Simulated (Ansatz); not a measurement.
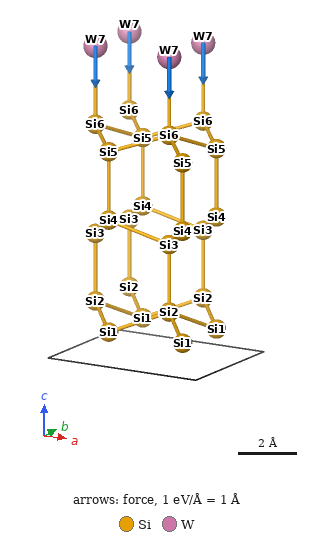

Starting geometry of a slab of composition Si6W (cut from the P6_3/mmc phase) with the computed forces as blue arrows. Style: ball-and-stick. Shown: the 2 × 2 repeat of the cell, outlined in the plane, without the vacuum, slightly off an axis.

Case: W over the place (0/6, 0/6) of the surface cell, its height relaxed. The slab is the (0 0 1) face of Si with W on it. 6 atoms are held fixed.

Computed with DFT PBEsol, scalar-relativistic, plane waves, PAW in Ansatz 0.2.0.

Input file:
```yaml
crystal:
  lattice:
    - [3.8248883545, 0.0, 0.0]
    - [-1.9124441773, 3.3124504817, 0.0]
    - [0.0, 0.0, 26.1211317213]
  atoms:
    - { symbol: Si, position: [0.6666666667, 0.3333333333, 0.325407034] }
    - { symbol: Si, position: [0.3333333333, 0.6666666667, 0.3559122531] }
    - { symbol: Si, position: [0.3333333333, 0.6666666667, 0.44646421] }
    - { symbol: Si, position: [0.6666666667, 0.3333333333, 0.4756407863] }
    - { symbol: Si, position: [0.6666666667, 0.3333333333, 0.5672640819] }
    - { symbol: Si, position: [0.3333333333, 0.6666666667, 0.592936641] }
    - { symbol: W, position: [0.3333333333, 0.6666666667, 0.6978325555], spin: 4.0 }
basis:
  ecutwfc: 420
kpoints:
  mp_grid: { grid: [9, 9, 1] }
hamiltonian:
  xc: pbesol
scf:
  occupations: { method: gaussian, width: 0.05 }
output:
  forces: true
  eigenvalues: true
  populations: true
  write_density: true
  write_potential: true
  elf: true
  volumetric_format: npy
magnetization:
  spin_polarized: true
relax:
  adjacent_minimum: "off"
  f_tol: 0.02
  max_steps: 25
  constraints: [{ sites: [0, 1, 2, 3, 4, 5] }, { site: 6, fix: xy }]
efield:
  axis: 3
  dipole_correction: true
  ramp_width: 0.04
```

Launched with:
```bash
ansatz run input.yaml --threads 1 --pin off --max-ram 2560MiB --backend cpu --events-out ev --progress --plain --runs-dir out
```

Is this structure relaxed? If not, where do the atoms go?

It isn't relaxed: the largest force vector, on W7, is 1.49 eV/Å. The atoms end up moving mostly along the starting forces (cosine between the two patterns 1.00). W7 moves most: 0.31 Å along the normal (−c). Si stays in place. The cell stays as it was. Near-neighbour distances that change, for instance: Si6–W7 2.740 → 2.428 Å. The energy falls by 0.295 eV per cell of the calculation in 4 geometry steps. Largest force component: 1.5 eV/Å at the start, 0.0014 eV/Å at the end. The run took 2 min on 1 thread of Arm Neoverse V2 (shared host), peak memory 0.65 GiB.

Limits of the set-up: the periodic images lie only 3.8 Å apart, so the values are limited by the cell's size.
